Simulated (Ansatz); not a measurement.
## Run report: TiSi₅, single-point calculation

- system: TiSi₅ (6 atoms in the cell)
- method: DFT, PBE, dispersion d3bj, plane waves, PAW, spin-polarised (Ansatz 0.2.0)

The structure derives from a Materials Project entry. Figures and captions count atoms from 1; the log counts them from 0 in places.

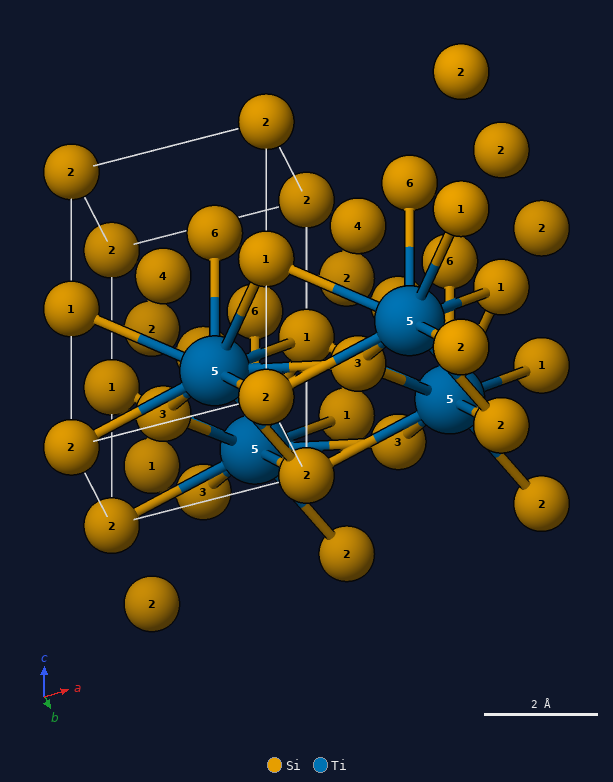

*The structure as given in the input (ball-and-stick view of the cell of the calculation, repeated 2 × 2 × 1, seen at an oblique angle; atoms are numbered from 1 in the order of the input).*

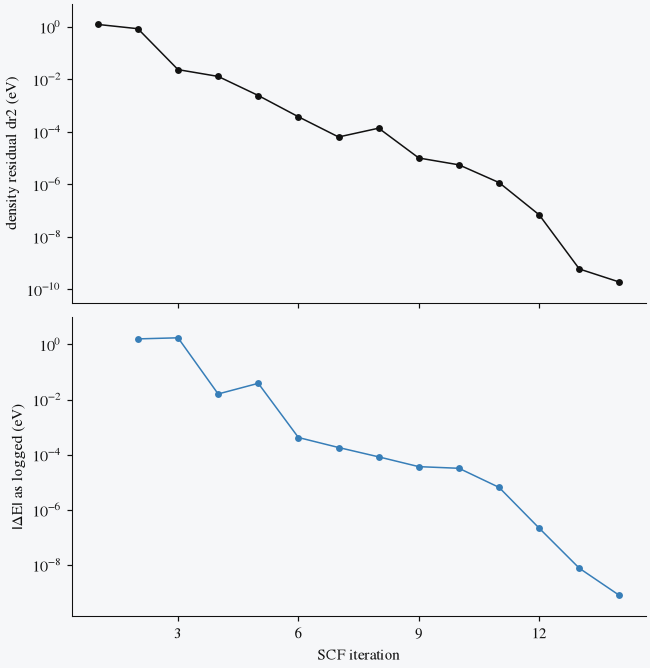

*Convergence of the self-consistent field: density residual dr2 and size of the energy change against the SCF iteration.*

The residual comes down, with one marked jump up, by a factor of about 2, at step 8.

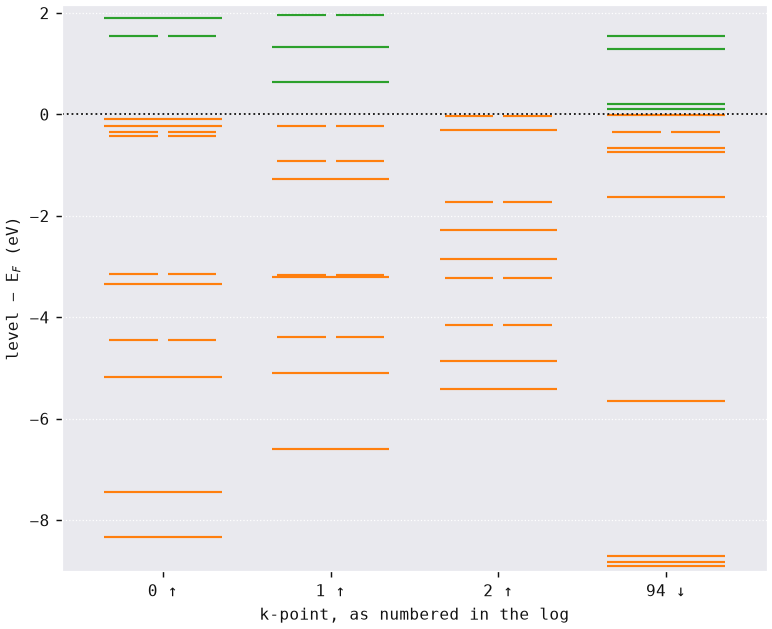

*Kohn–Sham levels near the Fermi level (dotted) at the few k-points that the log prints; levels within 0.02 eV of each other stand side by side.*

The system is metallic on the full mesh.

The input and output of the run follow.

Input
```yaml
crystal:
  lattice:
    - [2.2405178627, -3.8806907735, 0.0]
    - [-4.4810357254, 0.0, 0.0]
    - [0.0, 0.0, -5.1721549003]
  atoms:
    - { symbol: Si, position: [0.0, 1.0, 0.5010464755], spin: 0.2 }
    - { symbol: Si, position: [0.0, 1.0, -0.0010464755], spin: 0.2 }
    - { symbol: Si, position: [0.3333333333, 0.6666666667, 0.25], spin: 0.2 }
    - { symbol: Si, position: [0.3333333333, 0.6666666667, 0.75], spin: 0.2 }
    - { symbol: Ti, position: [0.6666666667, 0.3333333333, 0.25], spin: 0.2 }
    - { symbol: Si, position: [0.6666666667, 0.3333333333, 0.75], spin: 0.2 }
basis:
  ecutwfc: 420
  precision: f64
kpoints:
  mp_grid: { grid: [12, 12, 8] }
hamiltonian:
  xc: pbe
  dispersion: d3bj
scf:
  occupations: { method: gaussian, width: 0.1 }
  eigensolver: { kind: davidson }
output:
  forces: true
  eigenvalues: true
  stress: true
magnetization:
  spin_polarized: true
```

Run as:
```bash
ansatz run input.yaml --threads 1 --pin off --max-ram 2560MiB --backend cpu --events-out ev --progress --plain --runs-dir out
```

The program's output
```
Engine: ansatz 0.2.0, x86_64-unknown-linux-gnu
Pseudopotentials: kind: paw
Pseudopotential: Si, paw, valence charge 4, recommended cutoff 420 eV (normal), Si.paw.azcp
Pseudopotential: Ti, paw, valence charge 12, recommended cutoff 420 eV (normal), Ti.paw.azcp
Functional definition: PBE
  parameter kappa = 0.804
  parameter beta = 0.06672455060314922
  exchange = pbe_x(kappa = kappa, mu = beta*pi^2/3)
  correlation = pbe_c(beta = beta)
Crystal: 6 atoms, lattice volume = 89.941 Å³
Basis set: ecut = 420 eV, 1763 PW (Γ), exchange–correlation on 60×60×72 points (8 copies of the dense FFT grid, shifted against one another)
Bands: 23, of which v1, the nominal top of the filled ones, is band 16 counted from 1 (15 counted from 0)
Symmetry: 12 space group operations
Space group: P-6m2 (ITA 187), of the structure as read, at distance tolerance 4.5e-5 Å
Magnetic group: BNS 187.209 (UNI 1439), of the structure as read, at distance tolerance 4.5e-5 Å
k-points: 95 of 1152 (time reversal used)
Non-local potential: Si, projectors of the file, l = 0: 2, l = 1: 2, l = 2: 2
Non-local potential: Ti, projectors of the file, l = 0: 3, l = 1: 2, l = 2: 3, l = 3: 1
PAW form: soft (Blöchl's): semilocal exchange-correlation on the pseudo side does not see the compensation charge
PAW one-centre angular grid: Si, 110 points (default); XC on 64 Gauss nodes
PAW one-centre angular grid: Ti, 590 points (default); XC on 64 Gauss nodes
Initial density: superposition of atomic densities (chi_scale 0.1, normalization cell)
Starting moments: Σ|m| = 1.2 μB on 6 of 6 sites
Initial wavefunctions: pseudopotential atomic-orbital guess
Functional: x = pbe(κ = 0.804, μ = 0.2195149727645171), c = pbe(β = 0.06672455060314922)
iter 1 solved again at ethr=3.87e-3 eV; its pass at ethr=1.00e-1 eV (dr2=1.24e0 eV) is discarded
SCF iter   1: F=—  HF=-5676.334732 eV  |F-HF|=—  |Δ(HF+E_count)|=         —  Δρ=1.55e-2 (↑1.55e-2 ↓1.33e-2)  dr2=1.23e0  dr2_m=1.58e-2  M=0.492 μB ∫|m|=0.492 μB  β_m=0.30  ethr=3.87e-3  ⟨swp⟩=3.3  Hψ=24158  notcnv=0
Mixer restart at iter 1: flushing history
preconditioner: auto → Kerker (q_TF=auto, 2.297 Å⁻¹)  [metal: Δε(μ)=0.005 eV  Ē_g=7.067 eV  σ=0.100 eV  W_gap=0.03  n_scr=20 (ndim 8)  ℏωp=19.2 eV  f_vac=0.000  D(μ)=5.30/eV (n_scr^D=58)]
spin=Collinear: Kerker preconditioning applied to the charge; magnetization (m = ρ↑ − ρ↓) channel mixes plain (no charge-response kernel on spin).
SCF iter   2: F=—  HF=-5677.915433 eV  |F-HF|=—  |Δ(HF+E_count)|=    1.58e0  Δρ=1.21e-2 (↑1.21e-2 ↓1.05e-2)  dr2=8.45e-1  dr2_m=8.95e-3  M=0.457 μB ∫|m|=0.457 μB  β_m=0.60  ethr=3.84e-3  ⟨swp⟩=2.1  Hψ=8746  notcnv=0  defer=1
iter 3 solved again at ethr=7.01e-5 eV; its pass at ethr=2.64e-3 eV (dr2=2.24e-2 eV) is discarded
SCF iter   3: F=—  HF=-5679.644791 eV  |F-HF|=—  |Δ(HF+E_count)|=    1.73e0  Δρ=3.43e-3 (↑3.43e-3 ↓2.30e-3)  dr2=2.34e-2  dr2_m=8.44e-4  M=0.236 μB ∫|m|=0.247 μB  β_m=0.56  ethr=7.01e-5  ⟨swp⟩=3.5  Hψ=21814  notcnv=0  defer=11
SCF iter   4: F=—  HF=-5679.660651 eV  |F-HF|=—  |Δ(HF+E_count)|=   1.59e-2  Δρ=1.77e-3 (↑1.77e-3 ↓9.55e-4)  dr2=1.29e-2  dr2_m=3.61e-4  M=0.212 μB ∫|m|=0.227 μB  β_m=0.78  ethr=7.01e-5  ⟨swp⟩=4.0  Hψ=11298  notcnv=0  defer=2
SCF iter   5: F=—  HF=-5679.699366 eV  |F-HF|=—  |Δ(HF+E_count)|=   3.87e-2  Δρ=9.74e-4 (↑9.74e-4 ↓4.31e-4)  dr2=2.42e-3  dr2_m=2.33e-4  M=0.188 μB ∫|m|=0.198 μB  β_m=0.89  ethr=4.05e-5  ⟨swp⟩=4.2  Hψ=11672  notcnv=0  defer=8
SCF iter   6: F=—  HF=-5679.699785 eV  |F-HF|=—  |Δ(HF+E_count)|=   4.19e-4  Δρ=6.01e-4 (↑1.92e-4 ↓6.01e-4)  dr2=3.75e-4  dr2_m=1.10e-4  M=0.145 μB ∫|m|=0.155 μB  β_m=0.95  ethr=7.56e-6  ⟨swp⟩=4.6  Hψ=10076  notcnv=0  defer=3
SCF iter   7: F=—  HF=-5679.699966 eV  |F-HF|=—  |Δ(HF+E_count)|=   1.82e-4  Δρ=4.08e-4 (↑3.08e-4 ↓4.08e-4)  dr2=6.38e-5  dr2_m=1.04e-4  M=0.119 μB ∫|m|=0.127 μB  β_m=0.97  ethr=1.17e-6  ⟨swp⟩=4.1  Hψ=9085  notcnv=0
SCF iter   8: F=—  HF=-5679.700049 eV  |F-HF|=—  |Δ(HF+E_count)|=   8.33e-5  Δρ=3.71e-4 (↑3.71e-4 ↓1.14e-4)  dr2=1.38e-4  dr2_m=4.28e-5  M=0.084 μB ∫|m|=0.090 μB  β_m=0.99  ethr=1.99e-7  ⟨swp⟩=4.7  Hψ=12075  notcnv=0
SCF iter   9: F=—  HF=-5679.700086 eV  |F-HF|=—  |Δ(HF+E_count)|=   3.68e-5  Δρ=2.09e-4 (↑2.09e-4 ↓1.65e-4)  dr2=1.01e-5  dr2_m=2.80e-5  M=0.058 μB ∫|m|=0.062 μB  β_m=0.88  ethr=1.99e-7  ⟨swp⟩=4.4  Hψ=10692  notcnv=0  defer=1
SCF iter  10: F=—  HF=-5679.700118 eV  |F-HF|=—  |Δ(HF+E_count)|=   3.21e-5  Δρ=8.86e-5 (↑5.10e-5 ↓8.86e-5)  dr2=5.55e-6  dr2_m=3.63e-6  M=0.021 μB ∫|m|=0.022 μB  β_m=0.94  ethr=3.16e-8  ⟨swp⟩=5.1  Hψ=13498  notcnv=0
SCF iter  11: F=—  HF=-5679.700125 eV  |F-HF|=—  |Δ(HF+E_count)|=   6.51e-6  Δρ=2.40e-5 (↑5.65e-6 ↓2.40e-5)  dr2=1.17e-6  dr2_m=1.26e-7  M=0.003 μB ∫|m|=0.004 μB  β_m=0.97  ethr=1.73e-8  ⟨swp⟩=4.6  Hψ=12138  notcnv=0
SCF iter  12: F=—  HF=-5679.700125 eV  |F-HF|=—  |Δ(HF+E_count)|=   2.16e-7  Δρ=3.29e-6 (↑3.27e-6 ↓3.29e-6)  dr2=6.92e-8  dr2_m=1.58e-10  M=-0.000 μB ∫|m|=0.000 μB  β_m=0.94  ethr=3.65e-9  ⟨swp⟩=3.8  Hψ=9839  notcnv=0
SCF iter  13: F=—  HF=-5679.700125 eV  |F-HF|=—  |Δ(HF+E_count)|=   7.62e-9  Δρ=3.61e-7 (↑2.78e-7 ↓3.61e-7)  dr2=6.01e-10  dr2_m=2.89e-11  M=-0.000 μB ∫|m|=0.000 μB  β_m=0.97  ethr=2.16e-10  ⟨swp⟩=4.2  Hψ=9492  notcnv=0
SCF iter  14: F=-5679.700125 eV  HF=-5679.700125 eV  |F-HF|=1.56e-10  |Δ(HF+E_count)|=  7.86e-10  Δρ=1.53e-7 (↑1.53e-7 ↓1.53e-7)  dr2=1.91e-10  dr2_m=3.69e-12  M=-0.000 μB ∫|m|=0.000 μB  ethr=1.88e-12  ⟨swp⟩=4.9  Hψ=12428  notcnv=0
SCF 1 converged in 14 iterations: F = -5679.700125 eV  dr2 = 1.91e-10
  Residual-converged pass: ⟨swp⟩=1.1  Hψ=4401  notcnv=0  max |occ|·‖R‖ = 6.6e-6 eV (tolerance 6.7e-6 eV)  dr2=1.91e-10  dr2_m=3.69e-12  dr2_onsite=4.58e-12  max |Δocc| = 1.0e-9
  greatest PAW one-centre occupation: 0.999 electrons in one spin orbital (limit 2), on the Ti atom at site 4 (counted from 0), in its partial waves of l = 0
WARN: the starting moments were not kept: the SCF closed with an absolute magnetisation of 2.8e-5 μB, where they sum to 1.2 μB in size (6 sites). That is at most 0.1 of that sum. Measured as dr2_m measures the in/out step, that magnetisation stands 1.5e-10 eV from none, at or under the dr2_threshold of 1.0e-7 eV: it is no larger than a step whose dr2_m would equal this threshold. The system may hold no moment; this SCF shows only that its start led to no more than that. To try another start: raise the starting moments (crystal.atoms[].spin, magnetization.per_species, magnetization.initial_magnetization, or on a non-collinear deck that types none of these the spinor_matrix: blocks that start its atoms; where the total moment is fixed, keep their sum and leave initial_magnetization as it is; typed ones take the place of any that the run laid by itself, positive ones on a crystal's lanthanoids without a Hubbard term where scf.initial_density.shell_occupations: [] is typed) or, if the notice of its spin-set hold's release reads "site moments contracting" or "site moments show no strong build", lengthen the hold (scf.mixing.spin_hold: { on: { confirm: 4 } }; for m-r²SCAN on two components see the key's manual first). Each may lead to a state that holds a moment. A second SCF, from the converged charge density, with the starting moments and any scf.initial_density.shell_occupations laid on it anew, would have followed, and was not run: the deck does not ask for one (magnetization.retry_lost_moments is false, the default). To let it run, set magnetization.retry_lost_moments: true and run the deck again, where that key's refused combinations let it; where memory then withholds it, that run's warning says so.
SCF converged after 14 iterations
Magnetization: -0.0000 μB (16.0000 up, 16.0000 down)
Absolute magnetization: 0.0000 μB (∫|ρ↑−ρ↓|, with the PAW one-centre terms)
Spin contamination: 0.0000 ħ² per cell (⟨S²⟩ above its minimum at these occupations)
Per-site moments (μB) at R_I (Å): [(-7.277388143518284e-7, 1.0622916081439455), (-7.277388142888768e-7, 1.0622916081439455), (-2.1792144571447123e-6, 1.0667569481868748), (-6.854974751120861e-7, 1.0667569481868748), (-1.4056533292544782e-5, 1.0667569481868748), (-2.5440099025187223e-7, 1.0667569481868748)]
Free energy (F): -5679.700125 eV
Harris-Foulkes:  -5679.700125 eV  (|F-HF|=1.56e-10)
Internal energy: -5679.672368 eV  (E = F + TS)
E sigma→0 (E₀):  -5679.686247 eV
Entropy (-TS):   -0.027757 eV (-4.626 meV/atom)
Fermi energy:    10.956346 eV
--- Per-component energies (eV) ---
  E_band       = -75.046348
  E_kinetic    = 477.991731
  E_local      = -1190.678351  (includes V_loc(G=0)·N_el)
  E_nonlocal   = 136.171454
  E_hartree    = 522.030058
  E_xc         = -377.617154
  E_vxc        = -361.195600  (∫ρ·V_xc dr)
  E_paw        = -3609.094277  (= ΣΔE_a)
  E_vpaw       = -181.395501  (= ΣTr[D̂ρ^β])
  E_aug_tail   = 0.000178  (compensation charges beyond the density's cutoff)
  E_ewald      = -1635.741108
  E_disp       = -2.734898  (pairwise vdW)
  E_smearing   = -0.027757  (= −TS)
  E_closure    = -0.000000  (closes the sum)
  Σ components = -5679.700125   (vs F -5679.700125, Δ=0.00e0)
--- Forces (eV/Å), atoms counted from 1 ---
  atom   1  Si    -0.00000000    -0.00000000    -0.00433516
  atom   2  Si    -0.00000000    -0.00000000     0.00433516
  atom   3  Si    -0.00000000     0.00000000     0.00000000
  atom   4  Si     0.00000000     0.00000000     0.00000000
  atom   5  Ti    -0.00000000    -0.00000000     0.00000000
  atom   6  Si     0.00000000     0.00000000     0.00000000
  max |Σ_I F_I| component: 1.92e-16 eV/Å
--- Stress (GPa, compression-positive) ---
       -4.957074       0.000000       0.000000
        0.000000      -4.957074       0.000000
        0.000000       0.000000      -4.994064
  P = ⅓ Tr σ = -4.9694 GPa (-49.694 kbar)
--- Band table (eV; the first three rows and the last of 190) ---
  k-point 0 ↑: bands = ["-45.5576", "-21.9073", "-21.8573", "-21.8573", "-2.3211", "2.6247", "3.5182", "5.7692", "6.4986", "6.4986", "7.6084", "7.8050", "7.8050", "10.5297", "10.5297", "10.6010", "10.6010", "10.7311", "10.8691", "12.5073", "12.5073", "12.8491", "13.1637"]
  k-point 1 ↑: bands = ["-45.5576", "-21.9076", "-21.8573", "-21.8573", "-2.2423", "1.8637", "4.3603", "5.8512", "6.5731", "6.5731", "7.7458", "7.7839", "7.7839", "9.6788", "10.0272", "10.0272", "10.7337", "10.7337", "11.5886", "12.2768", "12.9100", "12.9100", "14.0074"]
  k-point 2 ↑: bands = ["-45.5576", "-21.9083", "-21.8573", "-21.8573", "-2.0140", "0.9075", "5.5402", "6.0962", "6.7935", "6.7935", "7.7349", "7.7349", "8.1111", "8.6835", "9.2355", "9.2355", "10.6508", "10.9253", "10.9253", "13.2166", "13.2166", "13.4106", "14.1041"]
  k-point 94 ↓: bands = ["-45.5573", "-21.9081", "-21.8638", "-21.8632", "1.4475", "1.4608", "2.0516", "2.1326", "2.2466", "5.3112", "9.3299", "10.2131", "10.3015", "10.6036", "10.6165", "10.9471", "11.0628", "11.1677", "12.2372", "12.5102", "14.6138", "14.6365", "14.7056"]
```

Results in brief

- outcome: converged
- space group (tolerance 0.01 Å): P-6m2 (187)
- electrons treated: 32
- free energy: −5679.7001 eV
- Fermi energy: 10.956 eV
- gap on the k-point mesh: none (metallic)
- net moment of the cell: 0.00 μB
- integrated absolute moment: 0.00 μB
- pressure: −4.97 GPa
- largest force (length of the vector): 0.004 eV/Å
- hardware: 1 thread of Intel Xeon (Granite Rapids), 128 GiB of memory available, shared host
- wall time: 38 s
- peak memory: 0.49 GiB

Remarks

Settings chosen away from the usual ones: scf.eigensolver.kind set to davidson; basis.precision set to f64; magnetization set to {"spin_polarized": true}; hamiltonian.dispersion set to d3bj. Warnings of the run: some starting moments were not kept.
